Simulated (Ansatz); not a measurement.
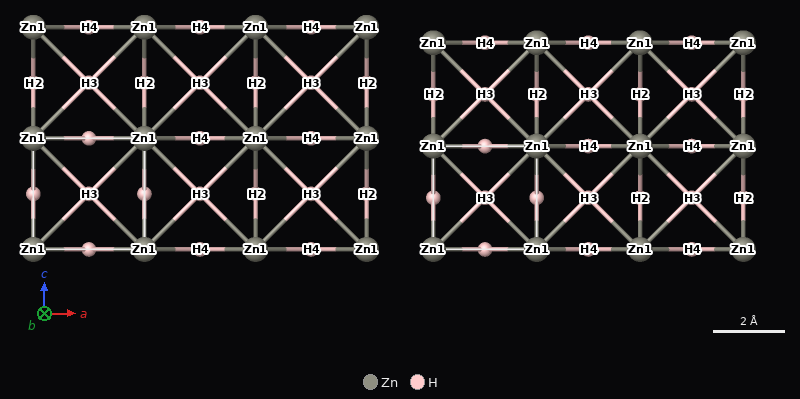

Two geometries of solid ZnH₃ (built on the Cu3Au (L1_2)_221 type) (coarse preliminary run), drawn at one scale. One is the start of a relaxation, the other its converged end. Style: ball-and-stick. Shown: the cell of the calculation, repeated 3 × 1 × 2 with one cell outlined, along the b axis.

Theory: DFT PBE, scalar-relativistic, plane waves, PAW (Ansatz). (plane-wave cutoff 420 eV; k-point mesh 6 × 6 × 6; occupations gaussian; smearing width 0.1 eV; no spin polarisation; cell and atoms relaxed; force threshold 0.04 eV/Å; at most 70 steps)

Which geometry has the lower energy?

Answer. The right one is the relaxed one. Case: Cu3Au (L1_2) type (Pm-3m, No. 221). The energy falls by 0.298 eV per cell of the calculation in 3 accepted moves (4 points after the start). All forces vanish by symmetry, so only the cell relaxes. The pressure goes from −12.90 to −0.09 GPa. The SCF was repeated once at an unchanged geometry on a basis and grid sized afresh for the cell, which shifted the energy by 6.5 meV per cell of the calculation at most. The atoms keep their places relative to the cell (all moves are under 0.005 Å). Cell: a = b = c 3.160 → 2.939 Å (−7.0 %). Volume −19.5 %. Near-neighbour distances that change, for instance: Zn1–H2 2.234 → 2.078 Å. The space group stays Pm-3m (No. 221).

Limits of the set-up: layers or molecules are held without a dispersion correction, so their spacing is unreliable.
